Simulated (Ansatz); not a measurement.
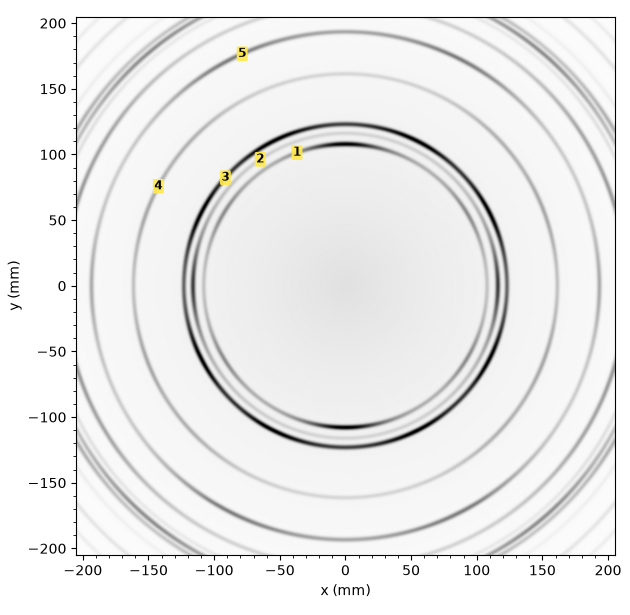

Simulated X-ray powder rings on a flat area detector normal to the beam: λ = 0.4959 Å, sample-to-detector distance 510 mm, axes in mm from the beam centre, beam polarised horizontally, for a sample with fibre texture (March–Dollase model, fibre axis vertical in the picture). Kinematic intensities with B = 1.0 Å² for all atoms, without absorption; brightness goes as intensity to the power 0.6, clipped at the top. Reflections closer than the ring width show as one ring.

The sample is Re, space group P6_3/mmc, a = 2.751 Å, b = 2.751 Å, c = 4.440 Å, α = 90.00°, β = 90.00°, γ = 120.00°. Basis of the simulation: the end point of a relaxation with DFT, PBEsol, plane waves (420 eV) with PAW, scalar-relativistic in Ansatz 0.2.0; the starting structure was generated, so it need not be a known form of this composition.

Q: Measure the numbered rings and index them.

A:
| ring | radius | 2θ (°) | d (Å) | hkl |
| --- | --- | --- | --- | --- |
| 1 | 107.9 mm | 11.95 | 2.38 | 100 |
| 2 | 116.1 mm | 12.83 | 2.22 | 002 |
| 3 | 123.0 mm | 13.56 | 2.10 | 101 |
| 4 | 161.4 mm | 17.56 | 1.624 | 102 |
| 5 | 193.4 mm | 20.77 | 1.376 | 110 |

Q: Which lattice planes lie preferentially normal to the fibre axis?

A: The (1 0 0) planes: ring 1 is concentrated at the top and bottom of the pattern (March parameter 0.35).
